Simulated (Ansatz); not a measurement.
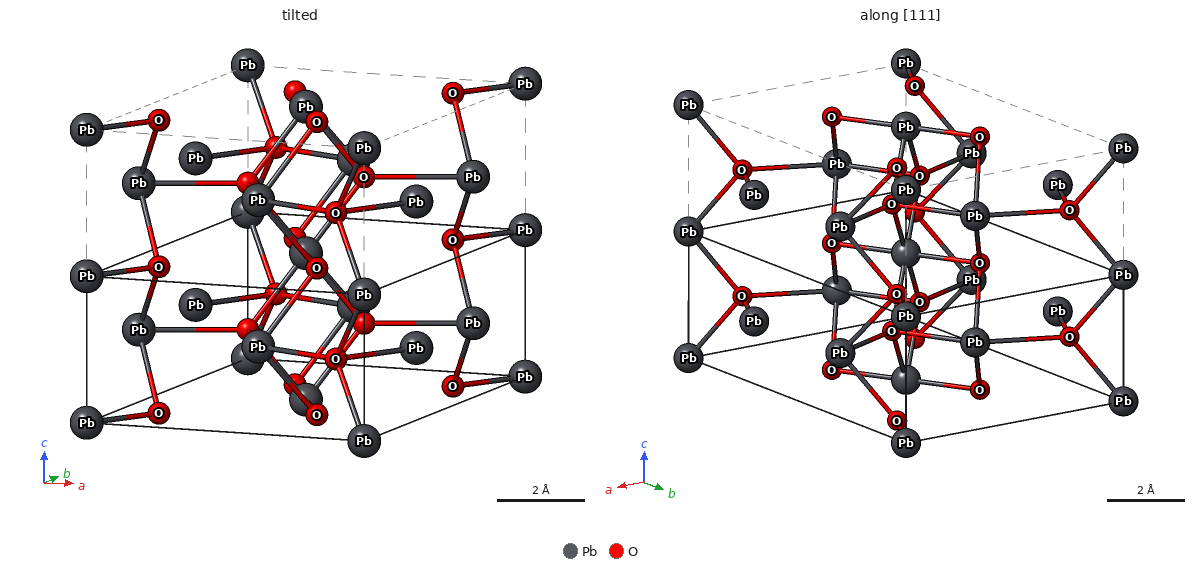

Shown here is a ball-and-stick view of the crystal, taken slightly off an axis and along [111]. 1×1×2 cells are drawn; the solid outline is the conventional unit cell.

Describe the arrangement of the atoms.

Formula: Pb₃O₄. The symmetry is that of Pbam (No. 55), on a primitive orthorhombic lattice. Atoms per cell: 14 (6 Pb, 8 O). Pb takes two kinds of site: 4h with four O at about 2.3 to 2.5 Å; 2a with six O in a distorted octahedral arrangement at about 2.2 Å. O takes two kinds of site: 4h with four Pb at about 2.2 to 2.5 Å; 4g with three Pb in a trigonal pyramidal arrangement at about 2.2 to 2.3 Å. The bonds build a three-dimensional framework.

Provenance: a structure listed in the Materials Project. Earlier steps of the study may have refined or changed the cell and positions. An electronic-structure calculation with Ansatz was run on it.
